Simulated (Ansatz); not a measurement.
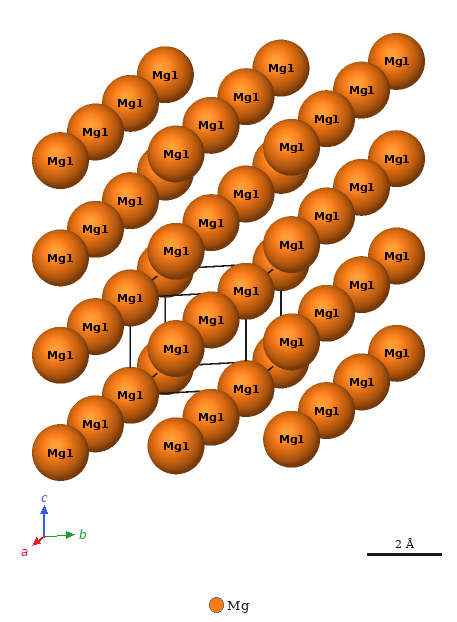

**Figure 1.** The input geometry of run A (spheres-only view of the cell of the calculation, repeated 3 × 2 × 3, seen slightly off an axis; atoms are numbered from 1 in the order of the input).

# What a change does: single-point calculation on Mg

System: Mg (1 atom in the cell).
Method of run A: DFT LDA, scalar-relativistic, plane waves, PAW, no spin polarisation (Ansatz 0.2.0).

The structure derives from a Materials Project entry. Text and figures count atoms from 1; the logs count them from 0 in places.

## Input file, run A
```yaml
crystal:
  lattice:
    - [3.2201014251, 0.0, 0.0]
    - [-1.6100507126, 2.7886896369, 0.0]
    - [0.0, 0.0, 2.7321848584]
  atoms:
    - { symbol: Mg, position: [0.0, 0.0, 0.0] }
basis:
  ecutwfc: 420
kpoints:
  mp_grid: { grid: [21, 21, 18] }
hamiltonian:
  xc: lda
scf:
  occupations: { method: gaussian, width: 0.15 }
output:
  forces: true
  stress: true
  eigenvalues: true
```

Launched with:
```bash
ansatz run input.yaml --threads 1 --pin off --max-ram 1228MiB --backend cpu --events-out ev --progress --plain --runs-dir out
```

Hardware: 1 thread of an x86-64 CPU, shared host.

## Output, shortened to warnings, some set-up lines, iterations and results (run A)
```
Basis set: ecut = 420 eV, 477 PW (Γ)
Symmetry: 24 space group operations
k-points: 480 of 7938
Initial density: superposition of atomic densities (neutral atoms: chi_scale 0, normalization atom), corrected by the library's trained network
[...]
SCF iter   1: F=—  HF=-1901.279772 eV  |F-HF|=—  |Δ(HF+E_count)|=         —  Δρ=6.24e-3  dr2=3.99e-3  ethr=1.77e-3  ⟨swp⟩=5.5  Hψ=30631  notcnv=0
SCF iter   2: F=—  HF=-1901.276182 eV  |F-HF|=—  |Δ(HF+E_count)|=   3.59e-3  Δρ=2.63e-3  dr2=1.12e-3  ethr=3.99e-5  ⟨swp⟩=2.7  Hψ=10447  notcnv=0
SCF iter   3: F=—  HF=-1901.275814 eV  |F-HF|=—  |Δ(HF+E_count)|=   3.69e-4  Δρ=4.69e-4  dr2=6.65e-5  ethr=1.12e-5  ⟨swp⟩=2.3  Hψ=5868  notcnv=0  defer=5
SCF iter   4: F=—  HF=-1901.275811 eV  |F-HF|=—  |Δ(HF+E_count)|=   2.75e-6  Δρ=4.65e-5  dr2=3.85e-7  ethr=6.65e-7  ⟨swp⟩=1.0  Hψ=4292  notcnv=0  defer=5
SCF iter   5: F=-1901.275811 eV  HF=-1901.275811 eV  |F-HF|=2.91e-8  |Δ(HF+E_count)|=   2.83e-7  Δρ=1.05e-5  dr2=2.09e-8  ethr=3.85e-9  ⟨swp⟩=2.0  Hψ=6710  notcnv=0  defer=5
SCF iter   6: F=-1901.275811 eV  HF=-1901.275811 eV  |F-HF|=8.64e-10  |Δ(HF+E_count)|=   1.76e-8  Δρ=1.75e-6  dr2=5.54e-10  ethr=2.09e-10  ⟨swp⟩=2.2  Hψ=14013  notcnv=0
SCF 1 converged in 6 iterations: F = -1901.275811 eV  dr2 = 5.54e-10
SCF converged after 6 iterations
Free energy (F): -1901.275811 eV
Harris-Foulkes:  -1901.275811 eV  (|F-HF|=8.64e-10)
Internal energy: -1901.270859 eV  (E = F + TS)
E sigma→0 (E₀):  -1901.273335 eV
Entropy (-TS):   -0.004952 eV (-4.952 meV/atom)
Fermi energy:    4.908226 eV
--- Per-component energies (eV) ---
  E_band       = -364.491773
  E_kinetic    = 74.997305
  E_local      = -1663.096908  (includes V_loc(G=0)·N_el)
  E_nonlocal   = 97.035352
  E_hartree    = 596.113782
  E_xc         = -27.975741
  E_vxc        = -36.366178  (∫ρ·V_xc dr)
  E_paw        = -271.560179  (= ΣΔE_a)
  E_vpaw       = -29.287901  (= ΣTr[D̂ρ^β])
  E_aug_tail   = 0.000001  (compensation charges beyond the density's cutoff)
  E_ewald      = -706.934948
  E_core_change = 0.150479  (= ΣΔE_core)
  E_smearing   = -0.004952  (= −TS)
  E_closure    = 0.000000  (closes the sum)
  Σ components = -1901.275811   (vs F -1901.275811, Δ=0.00e0)
--- Forces (eV/Å), atoms counted from 1 ---
  atom   1  Mg     0.00000000     0.00000000     0.00000000
  max |Σ_I F_I| component: 2.05e-32 eV/Å
--- Stress (GPa, compression-positive) ---
       -4.003303      -0.000000      -0.000000
       -0.000000      -4.003303      -0.000000
       -0.000000      -0.000000       8.393669
  P = ⅓ Tr σ = 0.1290 GPa (1.290 kbar)
```

The input of run B differs as follows (lines with − go, lines with + come):
```diff
-    - [3.2201014251, 0.0, 0.0]
-    - [-1.6100507126, 2.7886896369, 0.0]
-    - [0.0, 0.0, 2.7321848584]
+    - [3.1362686042, 0.0, 0.0]
+    - [-1.5681343021, 2.7160882843, 0.0]
+    - [0.0, 0.0, 2.8802002335]
```

How does run B compare with run A?

With the same functional and potentials, run B lies 71.0 meV per atom lower. The pressure goes from 0.13 to −0.67 GPa. The number of SCF iterations is the same. The plane waves at Γ go from 477 to 465.

## Output, shortened to warnings, some set-up lines, iterations and results (run B)
```
Basis set: ecut = 420 eV, 465 PW (Γ)
Symmetry: 24 space group operations
k-points: 480 of 7938
Initial density: superposition of atomic densities (neutral atoms: chi_scale 0, normalization atom), corrected by the library's trained network
[...]
SCF iter   1: F=—  HF=-1901.350661 eV  |F-HF|=—  |Δ(HF+E_count)|=         —  Δρ=6.19e-3  dr2=3.97e-3  ethr=1.77e-3  ⟨swp⟩=5.5  Hψ=30501  notcnv=0
SCF iter   2: F=—  HF=-1901.347152 eV  |F-HF|=—  |Δ(HF+E_count)|=   3.51e-3  Δρ=2.63e-3  dr2=1.15e-3  ethr=3.97e-5  ⟨swp⟩=2.7  Hψ=10421  notcnv=0  defer=1
SCF iter   3: F=—  HF=-1901.346793 eV  |F-HF|=—  |Δ(HF+E_count)|=   3.59e-4  Δρ=4.84e-4  dr2=7.08e-5  ethr=1.15e-5  ⟨swp⟩=2.6  Hψ=6109  notcnv=0  defer=6
SCF iter   4: F=—  HF=-1901.346791 eV  |F-HF|=—  |Δ(HF+E_count)|=   2.69e-6  Δρ=4.21e-5  dr2=2.90e-7  ethr=7.08e-7  ⟨swp⟩=1.0  Hψ=4274  notcnv=0  defer=6
SCF iter   5: F=-1901.346790 eV  HF=-1901.346790 eV  |F-HF|=5.59e-9  |Δ(HF+E_count)|=   2.50e-7  Δρ=4.37e-6  dr2=3.52e-9  ethr=2.90e-9  ⟨swp⟩=2.0  Hψ=6716  notcnv=0  defer=6
SCF iter   6: F=-1901.346790 eV  HF=-1901.346790 eV  |F-HF|=5.46e-11  |Δ(HF+E_count)|=   3.21e-9  Δρ=4.61e-7  dr2=3.74e-11  ethr=3.52e-11  ⟨swp⟩=2.1  Hψ=13942  notcnv=0
SCF 1 converged in 6 iterations: F = -1901.346790 eV  dr2 = 3.74e-11
SCF converged after 6 iterations
Free energy (F): -1901.346790 eV
Harris-Foulkes:  -1901.346790 eV  (|F-HF|=5.46e-11)
Internal energy: -1901.341470 eV  (E = F + TS)
E sigma→0 (E₀):  -1901.344130 eV
Entropy (-TS):   -0.005321 eV (-5.321 meV/atom)
Fermi energy:    4.930158 eV
--- Per-component energies (eV) ---
  E_band       = -364.307994
  E_kinetic    = 74.947341
  E_local      = -1659.604196  (includes V_loc(G=0)·N_el)
  E_nonlocal   = 96.960954
  E_hartree    = 594.518526
  E_xc         = -27.954910
  E_vxc        = -36.338805  (∫ρ·V_xc dr)
  E_paw        = -271.567568  (= ΣΔE_a)
  E_vpaw       = -29.310125  (= ΣTr[D̂ρ^β])
  E_aug_tail   = 0.000000  (compensation charges beyond the density's cutoff)
  E_ewald      = -708.792097
  E_core_change = 0.150479  (= ΣΔE_core)
  E_smearing   = -0.005321  (= −TS)
  E_closure    = 0.000000  (closes the sum)
  Σ components = -1901.346790   (vs F -1901.346790, Δ=0.00e0)
--- Forces (eV/Å), atoms counted from 1 ---
  atom   1  Mg    -0.00000000     0.00000000     0.00000000
  max |Σ_I F_I| component: 1.23e-32 eV/Å
--- Stress (GPa, compression-positive) ---
       -2.540932       0.000000       0.000000
        0.000000      -2.540932      -0.000000
        0.000000      -0.000000       3.076907
  P = ⅓ Tr σ = -0.6683 GPa (-6.683 kbar)
```

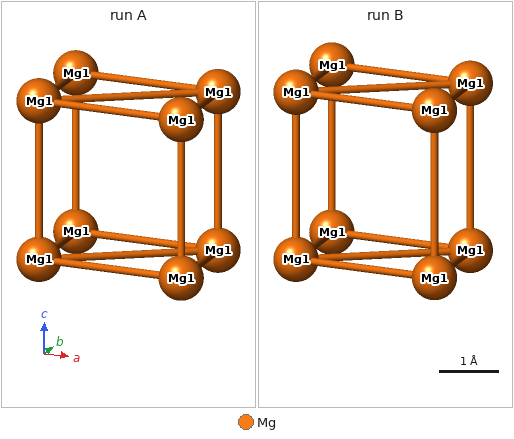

**Figure 2.** The two input geometries at one scale (ball-and-stick view of the cell of the calculation, seen slightly off an axis). The atoms keep their places relative to the cell (all moves are under 0.005 Å). The drawn cell changes at constant volume: a = b 3.220 → 3.136 Å (−2.6 %), c 2.732 → 2.880 Å (+5.4 %). Among the contacts that change: Mg1–Mg1 2.732 → 2.880 Å.

## The two runs side by side

| quantity | run A | run B |
| --- | --- | --- |
| outcome | converged | converged |
| free energy per atom (eV) | −1901.2758 | −1901.3468 |
| energy per atom, smearing taken to zero (eV) | −1901.2733 | −1901.3441 |
| gap on the mesh (eV) | 0.00 | 0.00 |
| pressure (GPa) | 0.13 | −0.67 |
| largest force (eV/Å) | 0.000 | 0.000 |
| SCF iterations | 6 | 6 |
| irreducible k-points | 480 | 480 |
| plane waves at Γ | 477 | 465 |
| wall time (shared host) | 2.8 s | 3.1 s |
